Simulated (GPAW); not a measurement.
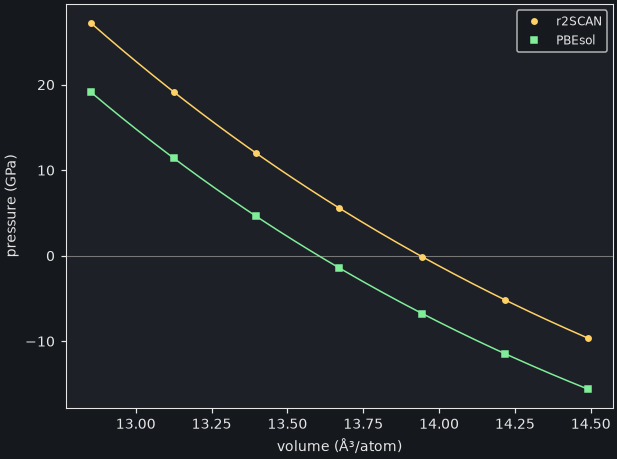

Calculation (GPAW 26.7.0): PAW DFT in plane waves, on a grid or in atomic orbitals, no spin polarisation; energies at scaled volumes of the given cell, shape and fractions fixed, counted from the fit's minimum, third-order Birch-Murnaghan fit. All runs: no spin polarisation.

- k mesh: 12×12×12
- occupations: Fermi–Dirac
- smearing width: 0.05 eV
- wave cutoff: 600 eV

Figure. Pressure against volume, with one curve for each functional, for Rh (space group Fm-3m).

Settings that differ: r2SCAN: potentials GPAW-PAW-data-sets-(gpaw-data-1.2.1); PBEsol: potentials PAW-data-sets-made-by gpaw-setup-for-the-functional.

The fitted equilibrium volumes, smallest first, are PBEsol 13.604, r2SCAN 13.941 Å³/atom. The fitted bulk moduli, smallest first, are r2SCAN 274.1, PBEsol 290.5 GPa. For r2SCAN, the pressure falls from 27.25 GPa at volume 12.85 Å³/atom to −9.65 GPa at 14.49 Å³/atom, and changes sign near 13.94 Å³/atom. For PBEsol, the pressure falls from 19.16 GPa at volume 12.85 Å³/atom to −15.61 GPa at 14.49 Å³/atom, and changes sign near 13.61 Å³/atom.
